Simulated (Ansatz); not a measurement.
## Two runs on MgSe

System: MgSe (Fm-3m, 2 atoms in the cell).
Method of the first run: DFT, r2SCAN, plane waves, PAW, no spin polarisation (Ansatz 0.2.0).

The structure derives from an entry of the Crystallography Open Database. The geometry comes from this level: PBE. Text and figures count atoms from 1; the logs count them from 0 in places.

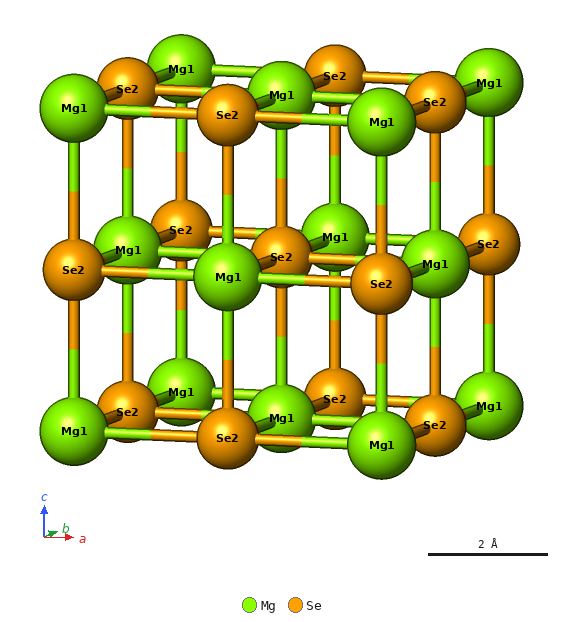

**Figure 1.** The input geometry (ball-and-stick view of the cell 4 times as large as that of the calculation, set on its symmetry axes, seen slightly off an axis; atoms are numbered from 1 in the order of the input). Near neighbours in the crystal (not all of them lie inside the picture): Mg has 6 Se at 2.75 Å; Se has 6 Mg at 2.75 Å.

**Input file, the first run**
```yaml
crystal:
  lattice:
    - [0.0, 2.7544736808, 2.7544736808]
    - [2.7544736808, 0.0, 2.7544736808]
    - [2.7544736808, 2.7544736808, 0.0]
  atoms:
    - { symbol: Mg, position: [0.0, 0.0, 0.0] }
    - { symbol: Se, position: [0.5, 0.5, 0.5] }
kpoints:
  mp_grid: { grid: [8, 8, 8] }
hamiltonian:
  xc: r2scan
scf:
  occupations: { method: fermi_dirac, width: 0.02 }
relax:
  f_tol: 0.005
  cell: {}
```

Launched with:
```bash
ansatz run input.yaml --threads 2 --pin off --max-ram 2211MiB --backend cpu --events-out ev --progress --plain --runs-dir out
```

Hardware: 2 threads of Arm Neoverse N1, 98 GiB of memory available, shared host.

**Output, shortened to warnings, some set-up lines, iterations and results (the first run)**
```
Basis set: ecut = 500 eV, 1067 PW (Γ), exchange–correlation on 120×120×120 points (64 copies of the dense FFT grid, shifted against one another)
Symmetry: 48 space group operations
k-points: 29 of 512
Initial density: superposition of atomic densities (neutral atoms: chi_scale 0, normalization atom), corrected by the library's trained network
[...]
SCF iter   1: F=—  HF=-7407.415725 eV  |F-HF|=—  |Δ(HF+E_count)|=         —  Δρ=6.53e-3  dr2=1.29e-2  dr2_τ=6.85e-3  ethr=1.77e-3  ⟨swp⟩=6.1  Hψ=2467  notcnv=0
SCF iter   2: F=—  HF=-7407.452007 eV  |F-HF|=—  |Δ(HF+E_count)|=   3.63e-2  Δρ=2.36e-3  dr2=1.66e-3  dr2_τ=8.81e-5  ethr=4.96e-5  ⟨swp⟩=2.7  Hψ=1254  notcnv=0
SCF iter   3: F=—  HF=-7407.452384 eV  |F-HF|=—  |Δ(HF+E_count)|=   3.77e-4  Δρ=6.20e-4  dr2=1.15e-4  dr2_τ=4.49e-6  ethr=6.38e-6  ⟨swp⟩=3.0  Hψ=987  notcnv=0
SCF iter   4: F=—  HF=-7407.452417 eV  |F-HF|=—  |Δ(HF+E_count)|=   3.32e-5  Δρ=1.34e-4  dr2=4.92e-6  dr2_τ=1.50e-7  ethr=4.41e-7  ⟨swp⟩=2.2  Hψ=653  notcnv=0
SCF iter   5: F=—  HF=-7407.452418 eV  |F-HF|=—  |Δ(HF+E_count)|=   9.87e-7  Δρ=2.34e-5  dr2=4.05e-7  dr2_τ=1.98e-8  ethr=1.89e-8  ⟨swp⟩=2.0  Hψ=599  notcnv=0
[... 17 lines ...]
SCF iter   2: F=—  HF=-7407.455794 eV  |F-HF|=—  |Δ(HF+E_count)|=   6.53e-7  Δρ=5.51e-6  dr2=3.86e-9  dr2_τ=7.47e-10  ethr=7.30e-11  ⟨swp⟩=2.7  Hψ=900  notcnv=0
SCF iter   3: F=—  HF=-7407.455794 eV  |F-HF|=—  |Δ(HF+E_count)|=   9.29e-9  Δρ=2.59e-6  dr2=9.07e-10  dr2_τ=1.15e-10  ethr=1.48e-11  ⟨swp⟩=2.0  Hψ=580  notcnv=0
SCF iter   4: F=-7407.455794 eV  HF=-7407.455794 eV  |F-HF|=7.28e-12  |Δ(HF+E_count)|=   2.82e-9  Δρ=2.08e-7  dr2=1.32e-11  dr2_τ=1.46e-12  ethr=1.00e-12  ⟨swp⟩=4.0  Hψ=2363  …
SCF 4 converged in 4 iterations: F = -7407.455794 eV  dr2 = 1.32e-11
relax step   4: F+E_penalty+E_count = -7407.45579412 eV  Δ(F+E_penalty+E_count) = +7.593e-5 eV  max|allowed force component| = 2.794e-30 eV/Å  Δτ_max = 0.0000 Å  P = -0.014 …
basis re-selected at this cell: Δ(F+E_penalty+E_count) = +7.593e-5 eV, ΔP = +0.001 GPa vs the last step (what re-selecting the basis moved, of the pressure what is left beyond the Pulay correction that the steps carried, after the strain that the cell walked since its last selection, with what the …
SCF converged after 4 iterations
Free energy (F): -7407.455794 eV
Harris-Foulkes:  -7407.455794 eV  (|F-HF|=7.28e-12)
Internal energy: -7407.455794 eV  (E = F + TS)
E sigma→0 (E₀):  -7407.455794 eV
Fermi energy:    8.598954 eV
--- Per-component energies (eV) ---
  E_band       = -731.392536
  E_kinetic    = 196.872108
  E_local      = -3842.872834  (includes V_loc(G=0)·N_el)
  E_nonlocal   = -500.838586
  E_hartree    = 1695.730731
  E_xc         = -127.222212
  E_vxc        = -147.337468  (∫ρ·V_xc dr)
  E_paw        = -2221.179696  (= ΣΔE_a)
  E_vpaw       = 163.633518  (= ΣTr[D̂ρ^β])
  E_aug_tail   = -0.000209  (compensation charges beyond the density's cutoff)
  E_vtau       = 7.689569  (kinetic-family band-sum trace: ∫τ·v_τ [+ j·A + Jᵃ·Aᵃ] dr)
  E_ewald      = -2606.154117
  E_core_change = -1.790978  (= ΣΔE_core)
  E_smearing   = -0.000000  (= −TS)
  E_closure    = -0.000000  (closes the sum)
  Σ components = -7407.455794   (vs F -7407.455794, Δ=0.00e0)
--- Forces (eV/Å), atoms counted from 1 ---
  atom   1  Mg    -0.00000000    -0.00000000    -0.00000000
  atom   2  Se     0.00000000    -0.00000000     0.00000000
  max |Σ_I F_I| component: 4.93e-30 eV/Å
--- Stress (GPa, compression-positive) ---
       -0.014275      -0.000000      -0.000000
       -0.000000      -0.014275      -0.000000
       -0.000000      -0.000000      -0.014275
  P = ⅓ Tr σ = -0.0143 GPa (-0.143 kbar)
--- Relaxed structure (3 steps of the walk, 3 accepted, 1 SCFs on fresh bases) ---
  F+E_penalty+E_count = -7407.45579412 eV   max|allowed force component| = 2.794e-30 eV/Å   (the final SCF, on the basis selected at the relaxed cell)
  cell:  # Å, volume = 40.9741 Å³
    - [-1.4012273090462871e-34, 2.7362756100500625, 2.7362756100500625]
    - [2.7362756100500625, 4.58583482960603e-34, 2.7362756100500625]
    - [2.7362756100500625, 2.7362756100500625, 3.184607520559743e-34]
  atoms:
    - { symbol: Mg, position: [-3.2629366315808015e-34, 4.428271142859595e-34, 3.49600353383649e-34] }
    - { symbol: Se, position: [0.5, 0.5, 0.5] }
```

For the second run the input was changed thus:
```diff
-  xc: r2scan
+  xc: lda
```

Predict how the results change.

The total energies belong to different methods, so their difference says nothing on which is more stable or more accurate. The volume per atom goes from 20.49 to 19.59 Å³. The functional changes from r2SCAN to LDA. The SCF takes 23 iterations over all geometry steps against 19. The default cutoff goes from 500 to 420 eV with the change. On the same kind of shared host the second run took about 0.54 times as long.

**Output, shortened to warnings, some set-up lines, iterations and results (the second run)**
```
Basis set: ecut = 420 eV, 869 PW (Γ)
Symmetry: 48 space group operations
k-points: 29 of 512
Initial density: superposition of atomic densities (neutral atoms: chi_scale 0, normalization atom), corrected by the library's trained network
[...]
SCF iter   1: F=—  HF=-7287.418086 eV  |F-HF|=—  |Δ(HF+E_count)|=         —  Δρ=5.74e-3  dr2=5.23e-3  ethr=1.77e-3  ⟨swp⟩=6.0  Hψ=2384  notcnv=0
SCF iter   2: F=—  HF=-7287.414093 eV  |F-HF|=—  |Δ(HF+E_count)|=   3.99e-3  Δρ=2.25e-3  dr2=1.12e-3  ethr=2.01e-5  ⟨swp⟩=2.0  Hψ=1216  notcnv=0
SCF iter   3: F=—  HF=-7287.413685 eV  |F-HF|=—  |Δ(HF+E_count)|=   4.08e-4  Δρ=5.63e-4  dr2=1.05e-4  ethr=4.32e-6  ⟨swp⟩=2.0  Hψ=982  notcnv=0
SCF iter   4: F=—  HF=-7287.413641 eV  |F-HF|=—  |Δ(HF+E_count)|=   4.44e-5  Δρ=1.35e-4  dr2=4.39e-6  ethr=4.04e-7  ⟨swp⟩=2.0  Hψ=841  notcnv=0
SCF iter   5: F=—  HF=-7287.413640 eV  |F-HF|=—  |Δ(HF+E_count)|=   1.56e-6  Δρ=2.51e-5  dr2=2.46e-7  ethr=1.69e-8  ⟨swp⟩=2.2  Hψ=804  notcnv=0
[... 23 lines ...]
SCF iter   3: F=—  HF=-7287.447393 eV  |F-HF|=—  |Δ(HF+E_count)|=   3.22e-8  Δρ=6.94e-6  dr2=5.54e-9  ethr=2.03e-10  ⟨swp⟩=2.0  Hψ=597  notcnv=0
SCF iter   4: F=—  HF=-7287.447393 eV  |F-HF|=—  |Δ(HF+E_count)|=   1.81e-9  Δρ=1.33e-6  dr2=2.09e-10  ethr=2.13e-11  ⟨swp⟩=2.0  Hψ=841  notcnv=0
SCF iter   5: F=-7287.447393 eV  HF=-7287.447393 eV  |F-HF|=0.00e0  |Δ(HF+E_count)|=  5.64e-11  Δρ=9.82e-8  dr2=9.58e-13  ethr=1.00e-12  ⟨swp⟩=4.0  Hψ=2433  notcnv=0
SCF 5 converged in 5 iterations: F = -7287.447393 eV  dr2 = 9.58e-13
relax step   5: F+E_penalty+E_count = -7287.44739289 eV  Δ(F+E_penalty+E_count) = +3.328e-4 eV  max|allowed force component| = 8.069e-30 eV/Å  Δτ_max = 0.0000 Å  P = -0.004 …
basis re-selected at this cell: Δ(F+E_penalty+E_count) = +3.328e-4 eV, ΔP = +0.000 GPa vs the last step (what re-selecting the basis moved, of the pressure what is left beyond the Pulay correction that the steps carried, after the strain that the cell walked since its last selection, with what the …
SCF converged after 5 iterations
Free energy (F): -7287.447393 eV
Harris-Foulkes:  -7287.447393 eV  (|F-HF|=0.00e0)
Internal energy: -7287.447393 eV  (E = F + TS)
E sigma→0 (E₀):  -7287.447393 eV
Fermi energy:    8.797583 eV
--- Per-component energies (eV) ---
  E_band       = -697.146965
  E_kinetic    = 198.685417
  E_local      = -3784.935108  (includes V_loc(G=0)·N_el)
  E_nonlocal   = -494.177088
  E_hartree    = 1668.090739
  E_xc         = -134.430101
  E_vxc        = -138.589416  (∫ρ·V_xc dr)
  E_paw        = -2097.746928  (= ΣΔE_a)
  E_vpaw       = 185.688400  (= ΣTr[D̂ρ^β])
  E_aug_tail   = -0.000624  (compensation charges beyond the density's cutoff)
  E_ewald      = -2645.301541
  E_core_change = 2.367842  (= ΣΔE_core)
  E_smearing   = -0.000000  (= −TS)
  E_closure    = -0.000000  (closes the sum)
  Σ components = -7287.447393   (vs F -7287.447393, Δ=0.00e0)
--- Forces (eV/Å), atoms counted from 1 ---
  atom   1  Mg    -0.00000000     0.00000000    -0.00000000
  atom   2  Se     0.00000000    -0.00000000     0.00000000
  max |Σ_I F_I| component: 1.54e-29 eV/Å
--- Stress (GPa, compression-positive) ---
       -0.004371      -0.000000      -0.000000
       -0.000000      -0.004371      -0.000000
       -0.000000      -0.000000      -0.004371
  P = ⅓ Tr σ = -0.0044 GPa (-0.044 kbar)
--- Relaxed structure (4 steps of the walk, 4 accepted, 1 SCFs on fresh bases) ---
  F+E_penalty+E_count = -7287.44739289 eV   max|allowed force component| = 8.069e-30 eV/Å   (the final SCF, on the basis selected at the relaxed cell)
  cell:  # Å, volume = 39.1818 Å³
    - [1.9920435621549744e-34, 2.695781875022785, 2.695781875022785]
    - [2.695781875022785, -7.498086849113062e-34, 2.695781875022785]
    - [2.695781875022785, 2.695781875022785, 1.0827665569903128e-34]
  atoms:
    - { symbol: Mg, position: [-3.7290704360925617e-34, 8.390408481207756e-34, 9.322676090230833e-34] }
    - { symbol: Se, position: [0.5, 0.5, 0.5] }
```

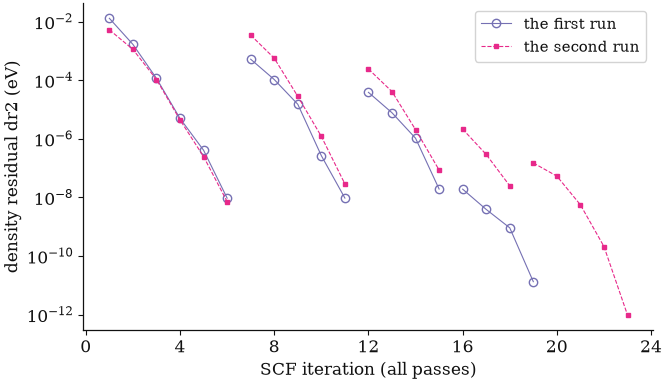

**Figure 2.** Convergence of the two runs: density residual dr2 against the SCF iteration. A break in a curve parts two SCF passes. The first run takes 19 iterations in all, and the second run takes 23.

**The two runs side by side**

```csv
quantity,the first run,the second run
outcome,converged,converged
free energy per atom (eV),−3703.7279,−3643.7237
pressure (GPa),−0.01,0.00
volume per atom (Å³),20.49,19.59
largest force (eV/Å),0.000,0.000
SCF iterations,19,23
irreducible k-points,29,29
wall time (shared host),9.8 s,5.2 s
```
